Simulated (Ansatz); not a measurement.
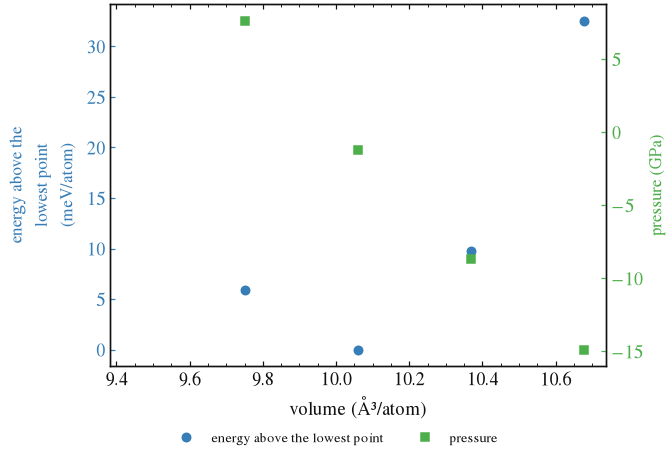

Plotted: energy above the lowest point and pressure against volume for Co, space group Fm-3m (No. 225) (one of a set of cubic test structures, which need not be the stable phase).

Method: equation of state of a cubic crystal from periodic Kohn-Sham density functional theory without spin, third-order Birch-Murnaghan fit to the free energies; pressure corrected for the finite basis (Ansatz 0.2.0 development build). Level: HSE06.

- structure type: fcc
- atoms in cell: 1
- space group number: 225
- lattice centring: face-centred primitive
- k mesh: 6×6×6
- occupation method: Fermi–Dirac
- occupation width: 0.1 eV
- wave cutoff: 700 eV
- datasets: hard PAW
- density tolerance: 0 eV
- bands: 13
- density cutoff ratio: 4
- search for lower states: default
- exchange singularity: regularized

The point at volume 9.44 Å³/atom is left out of the plot. What does the calculation give there?

| volume (Å³/atom) | energy above the lowest point (meV/atom) | pressure (GPa) |
| --- | --- | --- |
| 9.44 | 30.4 | 18.2 |

Caveats: coarse k-mesh, values are not converged in k; cubic model structure, not the ambient form; known magnet treated without spin, far from its ground state; pseudopotentials made with PBE, not this functional.
